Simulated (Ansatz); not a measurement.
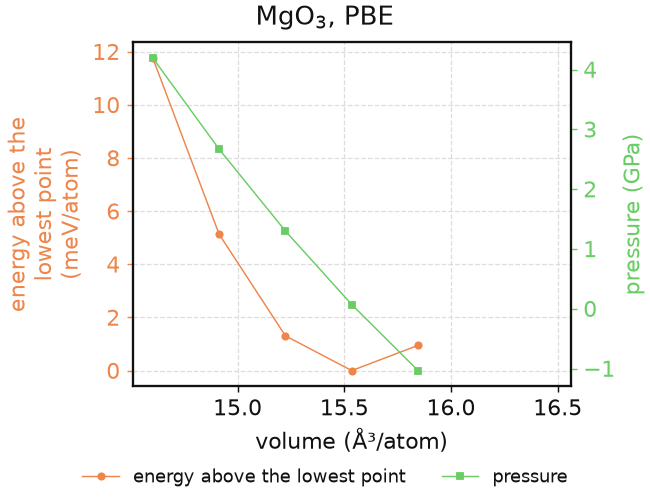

The picture above shows the energy above the lowest point and pressure against volume for MgO₃, space group Pm-3m (No. 221) (one of a set of cubic test structures, which need not be the stable phase).

Computed with Ansatz 0.2.0 development build: equation of state of a cubic crystal from periodic Kohn-Sham density functional theory without spin, third-order Birch-Murnaghan fit to the free energies; pressure corrected for the finite basis. Level: PBE.

structure type ReO3; atoms in cell 4; space group number 221; lattice centring simple cubic; k mesh 27×27×27; occupation method Fermi–Dirac; occupation width 0.06123 eV; wave cutoff 420 eV; datasets soft-1 PAW; density tolerance 1e−07 eV; bands 18; density cutoff ratio 4; search for lower states default.

The points at volume 16.16 Å³/atom and 16.47 Å³/atom are left out of the plot. What values does the calculation give there?

```csv
volume (Å³/atom),energy above the lowest point (meV/atom),pressure (GPa)
16.16,3.9,-2.027
16.47,8.7,-2.918
```

Limits of the calculation: cubic model structure, not the ambient form; no spin polarisation, a magnetic state may lie lower.
